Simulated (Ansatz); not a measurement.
System: zincblende CdSe, space group F-43m (No. 216), 2 atoms in the primitive cell, volume scaled by a factor 1.04; cubic a = 6.221 Å. Run without spin-orbit coupling: PBE with D3(BJ) dispersion, Ansatz PAW, 8×8×8 k mesh, 420 eV cutoff, Fermi-Dirac smearing of 0.05 eV (Ansatz 0.2.0). Run with it: PBE, Ansatz PAW, 8×8×8 k mesh, 420 eV cutoff, Fermi-Dirac smearing of 0.05 eV (Ansatz 0.2.0). Neither carries moments.

Without spin-orbit coupling the direct gaps are 0.47 eV at Γ and 2.96 eV at L.

### What does spin-orbit coupling change near the gap?

The threefold valence top at Γ (six states with spin) splits into a fourfold level on top and a twofold one 0.36 eV below it, the split-off level. The vertical gap goes from 0.47 to 0.35 eV at Γ and from 2.96 to 2.85 eV at L. A third of the splitting is 0.12 eV, which accounts for the change at Γ: the fourfold level rises by about that much. The smallest gap over all k points computed narrows from 0.47 eV (valence top at Γ, conduction bottom at Γ) to 0.35 eV.

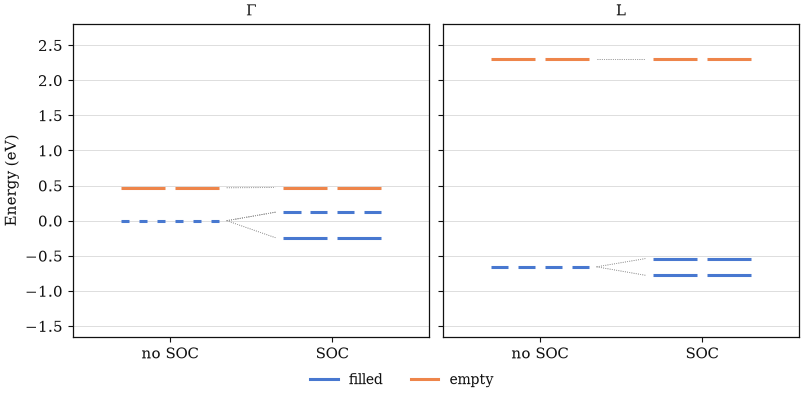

Levels at Γ and L, each bar one state with spin counted. Zero is the valence top without spin-orbit coupling, and the two sets are aligned on the mean of the six top valence states at Γ.

LDA, GGA and most meta-GGA functionals understate gaps. The usual form of CdSe is wurtzite, though both occur.
